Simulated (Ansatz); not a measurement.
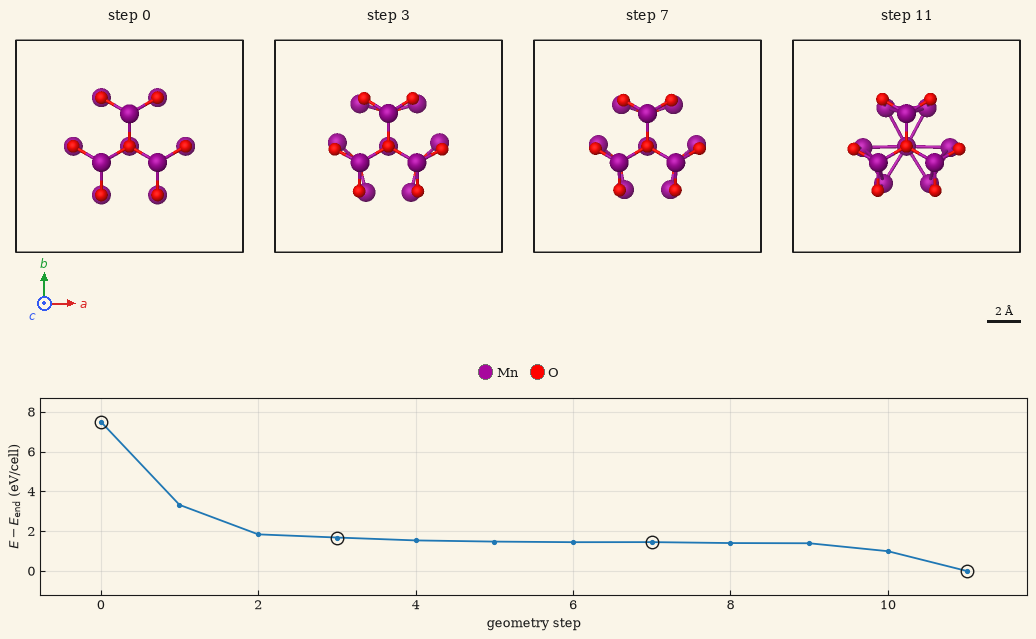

Frames of a relaxation of a wire of composition MnO, marked on the history of the run. Style: ball-and-stick. Shown: the cell of the calculation, with the vacuum cut short (origin shifted), along the c axis.

Case: wire along [0 0 1], 20 atoms a period.

Level of theory: DFT PBE, scalar-relativistic, plane waves, PAW (Ansatz).

The input:
```yaml
crystal:
  lattice:
    - [15.9, 0.0, 0.0]
    - [0.0, 15.2, 0.0]
    - [0.0, 0.0, 5.4147279752]
  atoms:
    - { symbol: Mn, position: [0.3920277101, 0.3043740446, 0.9999365847], spin: 4.38 }
    - { symbol: Mn, position: [0.2840554202, 0.5, 0.9999365847], spin: 4.38 }
    - { symbol: Mn, position: [0.6079722899, 0.3043740446, 0.9999365847], spin: 4.38 }
    - { symbol: Mn, position: [0.5, 0.5, 0.9999365847], spin: 4.38 }
    - { symbol: Mn, position: [0.3920277101, 0.6956259554, 0.9999365847], spin: 4.38 }
    - { symbol: Mn, position: [0.7159445798, 0.5, 0.9999365847], spin: 4.38 }
    - { symbol: Mn, position: [0.6079722899, 0.6956259554, 0.9999365847], spin: 4.38 }
    - { symbol: Mn, position: [0.3920277101, 0.4347913482, 0.4999365847], spin: 4.38 }
    - { symbol: Mn, position: [0.6079722899, 0.4347913482, 0.4999365847], spin: 4.38 }
    - { symbol: Mn, position: [0.5, 0.6304173036, 0.4999365847], spin: 4.38 }
    - { symbol: O, position: [0.3920277101, 0.3043740446, 0.3864934153], spin: 0.3 }
    - { symbol: O, position: [0.2840554202, 0.5, 0.3864934153], spin: 0.3 }
    - { symbol: O, position: [0.6079722899, 0.3043740446, 0.3864934153], spin: 0.3 }
    - { symbol: O, position: [0.5, 0.5, 0.3864934153], spin: 0.3 }
    - { symbol: O, position: [0.3920277101, 0.6956259554, 0.3864934153], spin: 0.3 }
    - { symbol: O, position: [0.7159445798, 0.5, 0.3864934153], spin: 0.3 }
    - { symbol: O, position: [0.6079722899, 0.6956259554, 0.3864934153], spin: 0.3 }
    - { symbol: O, position: [0.3920277101, 0.4347913482, 0.8864934153], spin: 0.3 }
    - { symbol: O, position: [0.6079722899, 0.4347913482, 0.8864934153], spin: 0.3 }
    - { symbol: O, position: [0.5, 0.6304173036, 0.8864934153], spin: 0.3 }
basis:
  ecutwfc: 420
kpoints:
  mp_grid: { grid: [1, 1, 10] }
hamiltonian:
  xc: pbe
scf:
  occupations: { method: gaussian, width: 0.05 }
  lower_state_search: "off"
output:
  forces: true
  stress: true
  eigenvalues: true
  populations: true
  write_density: true
  write_potential: true
  elf: true
  volumetric_format: npy
magnetization:
  spin_polarized: true
relax:
  adjacent_minimum: "off"
  f_tol: 0.02
  max_steps: 45
  cell: { fix: [a, b, alpha, beta, gamma], stress_tol: 0.03 }
```

Run as
```bash
ansatz run input.yaml --threads 4 --pin off --max-ram 9216MiB --backend cpu --events-out ev --progress --plain --runs-dir out
```

> Describe the path.

The run was cut off at its time limit before the relaxation converged, so the last structure is only a point on the way. After 11 geometry steps the energy has fallen by 7.507 eV per cell of the calculation. Largest force component: 2.3 eV/Å at the start, 0.81 eV/Å at the end. The largest moves relative to the layer's centre, 0.86 Å, are those of Mn1, Mn2, Mn3, Mn5, Mn6 and Mn7. By element the largest moves are Mn 0.86 Å, O 0.44 Å. Along the periodic axis the drawn cell goes c 5.415 → 5.667 Å (+4.7 %). Among the contacts that change: Mn1–Mn2 3.434 → 2.524 Å, Mn2–Mn8 3.356 → 2.593 Å, Mn1–Mn8 3.356 → 2.595 Å, Mn1–Mn4 3.434 → 2.673 Å. New bonds form: Mn1–Mn2 (3.43 → 2.52 Å), Mn1–Mn4 (3.43 → 2.67 Å), Mn1–Mn8 (3.36 → 2.60 Å), Mn2–Mn4 (3.43 → 2.67 Å). Among the angles between lasting bonds that change: O13–Mn3–O19 107.2° → 146.0°, Mn4–O19–Mn6 111.6° → 74.4°, Mn4–O20–Mn5 111.6° → 74.5°. The run took 34 min on 4 threads of AMD EPYC 7R43 64-Core Processor (Zen 3), on a shared host, peak memory 4.7 GiB. From step 0 to 3: Mn atoms move most (0.40 Å), energy −5.827 eV per cell of the calculation. From step 3 to 7: Mn atoms move most (0.20 Å), energy −0.231 eV per cell of the calculation. From step 7 to 11: Mn atoms move most (0.41 Å), energy −1.449 eV per cell of the calculation.

```
step  E − E(0), meV/atom  largest force component, eV/Å
   0                0.00                         2.2854
   1             -209.23                         1.4316
   2             -283.35                         1.1266
   3             -291.33                         0.4133
   4             -298.58                         0.1608
   5             -301.56                         0.2587
   6             -303.02                         0.5165
   7             -302.86                         0.2657
   8             -305.22                         0.0886
   9             -305.73                         0.3595
  10             -325.70                         1.1821
  11             -375.33                         0.8137
```
